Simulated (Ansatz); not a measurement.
**Two runs on Al$_{3}$GaN$_{4}$**

System: Al$_{3}$GaN$_{4}$ (P1, 8 atoms in the cell).
Method of the first run: DFT, PBEsol, plane waves, PAW, no spin polarisation (Ansatz 0.2.0).

The structure derives from a Materials Project entry. Text and figures count atoms from 1; the logs count them from 0 in places.

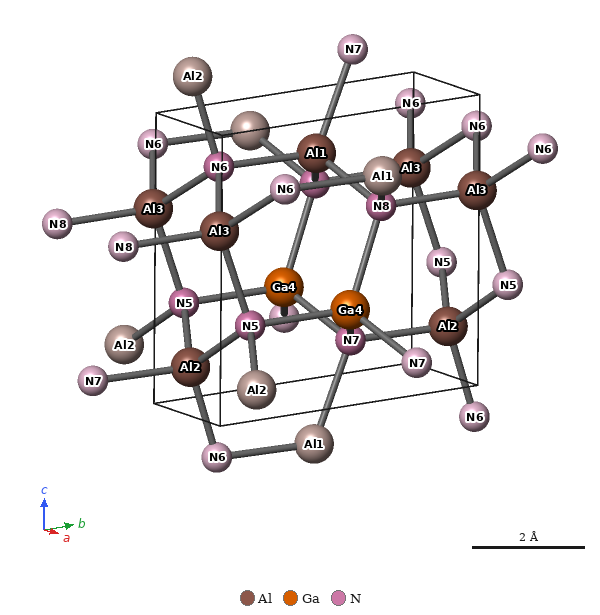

Fig. 1: The structure as given in the input (ball-and-stick view of the cell of the calculation, set on other vectors, seen slightly off an axis; neighbours outside the cell are drawn fainter; atoms are numbered from 1 in the order of the input). An atom can appear more than once, as a periodic image.

Input, the first run:
```yaml
crystal:
  lattice:
    - [4.8932267981, 0.124361184, -0.2590982386]
    - [0.0771825218, 3.1761670941, -0.0282601996]
    - [-0.2816017287, -0.0489967079, 5.2568930537]
  atoms:
    - { symbol: Al, position: [0.4973880639, 0.4899259431, 0.1707765371] }
    - { symbol: Al, position: [0.010500771, 0.5052905901, 0.8372217335] }
    - { symbol: Al, position: [-0.0111181371, 0.0116166306, 0.3271249891] }
    - { symbol: Ga, position: [0.498691473, 0.0121075078, 0.6688965235] }
    - { symbol: "N", position: [0.1146358438, -0.0034893629, 0.6704034341] }
    - { symbol: "N", position: [0.1183585847, 0.4945913375, 0.1635854051] }
    - { symbol: "N", position: [0.6338588896, 0.4978273082, 0.8321380318] }
    - { symbol: "N", position: [0.6212835111, -0.0078699544, 0.3298543458] }
basis:
  ecutwfc: 420
kpoints:
  mp_grid: { grid: [6, 8, 4] }
hamiltonian:
  xc: pbesol
scf:
  occupations: { method: gaussian, width: 0.05 }
  initial_density: { chi_scale: 0.0 }
output:
  forces: true
  eigenvalues: true
  stress: true
```

Command:
```bash
ansatz run input.yaml --threads 2 --pin off --max-ram 5120MiB --backend cpu --events-out ev --progress --plain --runs-dir out
```

Hardware: 2 threads of AMD EPYC (Zen 5), 32 GiB of memory available, shared host.

Output, shortened to warnings, some set-up lines, iterations and results (the first run):
```
Basis set: ecut = 420 eV, 1603 PW (Γ), exchange–correlation on 72×48×72 points (8 copies of the dense FFT grid, shifted against one another)
Symmetry: 1 space group operations
k-points: 100 of 192 (time reversal used)
Initial density: superposition of atomic densities (chi_scale 0, normalization cell)
[...]
SCF iter   1: F=—  HF=-6848.822840 eV  |F-HF|=—  |Δ(HF+E_count)|=         —  Δρ=1.73e-1  dr2=2.88e1  ethr=3.10e-3  ⟨swp⟩=6.4  Hψ=13733  notcnv=0  defer=12
SCF iter   2: F=—  HF=-6840.228476 eV  |F-HF|=—  |Δ(HF+E_count)|=    8.59e0  Δρ=5.24e-2  dr2=1.44e0  ethr=3.10e-3  ⟨swp⟩=3.2  Hψ=7030  notcnv=0  defer=325
SCF iter   3: F=—  HF=-6839.867696 eV  |F-HF|=—  |Δ(HF+E_count)|=   3.61e-1  Δρ=2.71e-2  dr2=3.58e-1  ethr=3.10e-3  ⟨swp⟩=1.1  Hψ=3710  notcnv=0  defer=325
SCF iter   4: F=—  HF=-6839.814510 eV  |F-HF|=—  |Δ(HF+E_count)|=   5.32e-2  Δρ=7.25e-3  dr2=2.94e-2  ethr=8.53e-4  ⟨swp⟩=2.0  Hψ=5686  notcnv=0  defer=325
SCF iter   5: F=—  HF=-6839.787529 eV  |F-HF|=—  |Δ(HF+E_count)|=   2.70e-2  Δρ=1.72e-3  dr2=1.91e-3  ethr=7.01e-5  ⟨swp⟩=2.0  Hψ=5136  notcnv=0  defer=225
SCF iter   6: F=—  HF=-6839.788181 eV  |F-HF|=—  |Δ(HF+E_count)|=   6.52e-4  Δρ=3.69e-4  dr2=9.47e-5  ethr=4.54e-6  ⟨swp⟩=2.1  Hψ=3843  notcnv=0  defer=225
SCF iter   7: F=—  HF=-6839.788375 eV  |F-HF|=—  |Δ(HF+E_count)|=   1.95e-4  Δρ=2.01e-4  dr2=3.25e-5  ethr=2.26e-7  ⟨swp⟩=2.0  Hψ=4720  notcnv=0  defer=225
SCF iter   8: F=—  HF=-6839.788370 eV  |F-HF|=—  |Δ(HF+E_count)|=   5.62e-6  Δρ=5.88e-5  dr2=2.86e-6  ethr=7.73e-8  ⟨swp⟩=2.1  Hψ=4282  notcnv=0  defer=225
SCF iter   9: F=—  HF=-6839.788370 eV  |F-HF|=—  |Δ(HF+E_count)|=   3.10e-7  Δρ=1.18e-5  dr2=1.14e-7  ethr=6.82e-9  ⟨swp⟩=2.2  Hψ=3740  notcnv=0  defer=225
SCF iter  10: F=-6839.788370 eV  HF=-6839.788370 eV  |F-HF|=3.07e-8  |Δ(HF+E_count)|=   3.58e-9  Δρ=7.17e-6  dr2=3.94e-8  ethr=2.38e-10  ⟨swp⟩=11.0  Hψ=12176  notcnv=0
SCF 1 converged in 10 iterations: F = -6839.788370 eV  dr2 = 3.94e-8
SCF converged after 10 iterations
Free energy (F): -6839.788370 eV
Harris-Foulkes:  -6839.788370 eV  (|F-HF|=3.07e-8)
Internal energy: -6839.788370 eV  (E = F + TS)
E sigma→0 (E₀):  -6839.788370 eV
Fermi energy:    10.374492 eV
--- Per-component energies (eV) ---
  E_band       = 45.909954
  E_kinetic    = 731.677481
  E_local      = -3119.287123  (includes V_loc(G=0)·N_el)
  E_nonlocal   = 644.401272
  E_hartree    = 1378.250751
  E_xc         = -432.519645
  E_vxc        = -459.777876  (∫ρ·V_xc dr)
  E_paw        = -3810.070151  (= ΣΔE_a)
  E_vpaw       = -507.604269  (= ΣTr[D̂ρ^β])
  E_aug_tail   = 0.000270  (compensation charges beyond the density's cutoff)
  E_ewald      = -2233.274015
  E_core_change = 1.032790  (= ΣΔE_core)
  E_smearing   = -0.000000  (= −TS)
  E_closure    = 0.000000  (closes the sum)
  Σ components = -6839.788370   (vs F -6839.788370, Δ=0.00e0)
--- Forces (eV/Å), atoms counted from 1 ---
  atom   1  Al     0.57508746     0.54519125    -0.69773607
  atom   2  Al    -0.56710345    -0.02545858    -2.34329939
  atom   3  Al     1.44313367    -0.44437495    -0.34593895
  atom   4  Ga     0.43909468    -0.57242937    -0.32115236
  atom   5  N     -0.40481195     0.09041792     0.33042315
  atom   6  N      0.22648712     0.25505214     2.60165922
  atom   7  N     -0.85620121     0.36139409     1.22241451
  atom   8  N     -0.85567609    -0.20979899    -0.44637652
  max |Σ_I F_I| component: 1.02e-5 eV/Å
--- Stress (GPa, compression-positive) ---
       20.588091      -5.396794      13.786809
       -5.396794       0.070650       3.246317
       13.786787       3.246314      14.703022
  P = ⅓ Tr σ = 11.7873 GPa (117.873 kbar)
```

For the second run the input was changed thus:
```diff
-  initial_density: { chi_scale: 0.0 }
```

How does the second run compare with the first run?

Both reach the same energy, so the change doesn't alter the result. The SCF takes 7 iterations against 10. The two runs start from different initial densities, which also moves the count.

Output, shortened to warnings, some set-up lines, iterations and results (the second run):
```
Basis set: ecut = 420 eV, 1603 PW (Γ), exchange–correlation on 72×48×72 points (8 copies of the dense FFT grid, shifted against one another)
Symmetry: 1 space group operations
k-points: 100 of 192 (time reversal used)
Initial density: superposition of atomic densities (neutral atoms: chi_scale 0, normalization atom), corrected by the library's trained network
[...]
SCF iter   1: F=—  HF=-6839.818742 eV  |F-HF|=—  |Δ(HF+E_count)|=         —  Δρ=1.11e-2  dr2=1.02e-1  ethr=1.77e-3  ⟨swp⟩=6.6  Hψ=14593  notcnv=0  defer=12
SCF iter   2: F=—  HF=-6839.788851 eV  |F-HF|=—  |Δ(HF+E_count)|=   2.99e-2  Δρ=1.93e-3  dr2=3.10e-3  ethr=2.43e-4  ⟨swp⟩=2.5  Hψ=5546  notcnv=0  defer=323
SCF iter   3: F=—  HF=-6839.788333 eV  |F-HF|=—  |Δ(HF+E_count)|=   5.18e-4  Δρ=9.65e-4  dr2=6.97e-4  ethr=7.39e-6  ⟨swp⟩=2.2  Hψ=3890  notcnv=0  defer=223
SCF iter   4: F=—  HF=-6839.788209 eV  |F-HF|=—  |Δ(HF+E_count)|=   1.24e-4  Δρ=1.62e-4  dr2=2.23e-5  ethr=1.66e-6  ⟨swp⟩=2.7  Hψ=4906  notcnv=0  defer=223
SCF iter   5: F=—  HF=-6839.788370 eV  |F-HF|=—  |Δ(HF+E_count)|=   1.61e-4  Δρ=9.00e-5  dr2=5.39e-6  ethr=5.30e-8  ⟨swp⟩=2.0  Hψ=4659  notcnv=0  defer=223
SCF iter   6: F=—  HF=-6839.788370 eV  |F-HF|=—  |Δ(HF+E_count)|=   3.79e-7  Δρ=2.53e-5  dr2=5.40e-7  ethr=1.28e-8  ⟨swp⟩=3.0  Hψ=5287  notcnv=0  defer=223
SCF iter   7: F=-6839.788370 eV  HF=-6839.788370 eV  |F-HF|=6.62e-8  |Δ(HF+E_count)|=   5.29e-8  Δρ=1.02e-5  dr2=8.56e-8  ethr=2.38e-10  ⟨swp⟩=9.4  Hψ=12430  notcnv=0
SCF 1 converged in 7 iterations: F = -6839.788370 eV  dr2 = 8.56e-8
SCF converged after 7 iterations
Free energy (F): -6839.788370 eV
Harris-Foulkes:  -6839.788370 eV  (|F-HF|=6.62e-8)
Internal energy: -6839.788370 eV  (E = F + TS)
E sigma→0 (E₀):  -6839.788370 eV
Fermi energy:    10.374496 eV
--- Per-component energies (eV) ---
  E_band       = 45.906805
  E_kinetic    = 731.677363
  E_local      = -3119.290679  (includes V_loc(G=0)·N_el)
  E_nonlocal   = 644.400921
  E_hartree    = 1378.254082
  E_xc         = -432.519612
  E_vxc        = -459.777835  (∫ρ·V_xc dr)
  E_paw        = -3810.069489  (= ΣΔE_a)
  E_vpaw       = -507.605919  (= ΣTr[D̂ρ^β])
  E_aug_tail   = 0.000270  (compensation charges beyond the density's cutoff)
  E_ewald      = -2233.274015
  E_core_change = 1.032790  (= ΣΔE_core)
  E_smearing   = -0.000000  (= −TS)
  E_closure    = 0.000000  (closes the sum)
  Σ components = -6839.788370   (vs F -6839.788370, Δ=0.00e0)
--- Forces (eV/Å), atoms counted from 1 ---
  atom   1  Al     0.57495696     0.54519335    -0.69769925
  atom   2  Al    -0.56693062    -0.02546261    -2.34330413
  atom   3  Al     1.44326855    -0.44437496    -0.34588061
  atom   4  Ga     0.43895771    -0.57244883    -0.32120688
  atom   5  N     -0.40476994     0.09041933     0.33040717
  atom   6  N      0.22649036     0.25505526     2.60168128
  atom   7  N     -0.85623077     0.36140466     1.22241263
  atom   8  N     -0.85569891    -0.20980612    -0.44637360
  max |Σ_I F_I| component: 4.33e-5 eV/Å
--- Stress (GPa, compression-positive) ---
       20.588226      -5.396772      13.786808
       -5.396772       0.070682       3.246333
       13.786786       3.246330      14.702874
  P = ⅓ Tr σ = 11.7873 GPa (117.873 kbar)
```

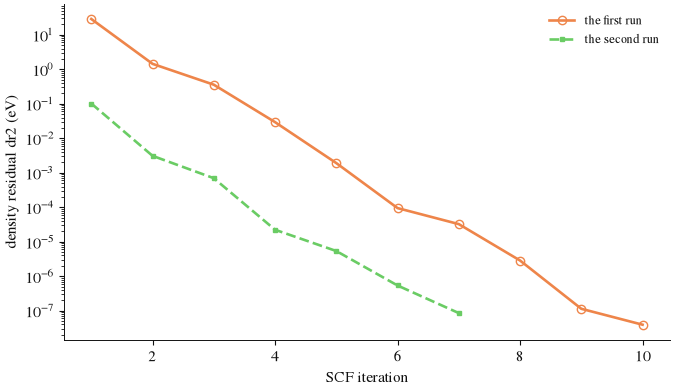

Fig. 2: Convergence of the two runs: density residual dr2 against the SCF iteration. The first run takes 10 iterations in all, and the second run takes 7.

The two runs side by side:

| quantity | the first run | the second run |
| --- | --- | --- |
| outcome | converged | converged |
| free energy per atom (eV) | −854.9735 | −854.9735 |
| gap on the mesh (eV) | 3.34 | 3.34 |
| pressure (GPa) | 11.79 | 11.79 |
| largest force (eV/Å) | 2.624 | 2.624 |
| SCF iterations | 10 | 7 |
| irreducible k-points | 100 | 100 |
| plane waves at Γ | 1603 | 1603 |
| wall time (shared host) | 4.2 s | 3.6 s |
